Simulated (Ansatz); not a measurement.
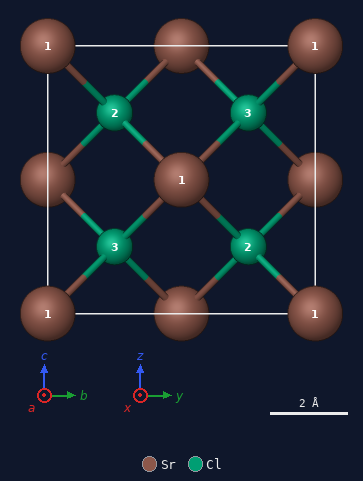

A scan of a crystal of SrCl$_{2}$ (Fm-3m): the ratio of the cell's length along [111] to its lengths across, counted as 1 for the reference, is changed at fixed volume (a trigonal path), with the atoms kept at their fractional coordinates. x, y and z are the Cartesian axes of the input. The picture shows the reference cell. A ball-and-stick model of the conventional cell (4 times the calculation's cell), seen along the a axis. Lengths and directions refer to the drawn axes.

Method: DFT r2SCAN, scalar-relativistic, plane waves, PAW in Ansatz 0.2.0. Settings: plane-wave cutoff 500 eV; k-point mesh 6 × 6 × 6; occupations gaussian; smearing width 0.05 eV; no spin polarisation. Energies (free energies at the smearing named) are counted from the cell as listed in its source, which wasn't relaxed.

```xyz
3
Lattice="0.0000 3.4855 3.4855 3.4855 0.0000 3.4855 3.4855 3.4855 0.0000" Properties=species:S:1:pos:R:3 pbc="T T T"
Sr    0.0000    0.0000    0.0000
Cl    1.7428    1.7428    1.7428
Cl    5.2283    5.2283    5.2283
```

Predict the energy profile (the relative ratio: 0.50, 0.60, 0.71, 0.85, 0.93, 1.00, 1.08, 1.20, 1.41, 1.70, 2.00).

Answer.
```tsv
axial ratio over its reference value	ΔE (meV/atom)
0.50	4738
0.60	1813
0.71	556
0.85	79
0.93	12
1.00	0
1.08	9
1.20	37
1.41	87
1.70	154
2.00	248
```

Of the computed points the lowest is at the relative ratio 1.00, 0 meV/atom. The end points stand at 4738 meV/atom (0.50) and 248 meV/atom (2.00). The distortion takes the space group from Fm-3m to R-3m. At the relative ratio 2.00 the cell of the drawing goes a 6.971 → 7.825 Å, b 6.971 → 7.825 Å, c 6.971 → 7.825 Å, α 90.0° → 60.0°, β 90.0° → 60.0°, γ 90.0° → 60.0°.

As a plot:

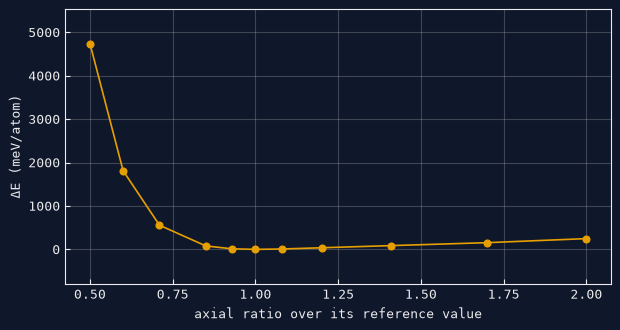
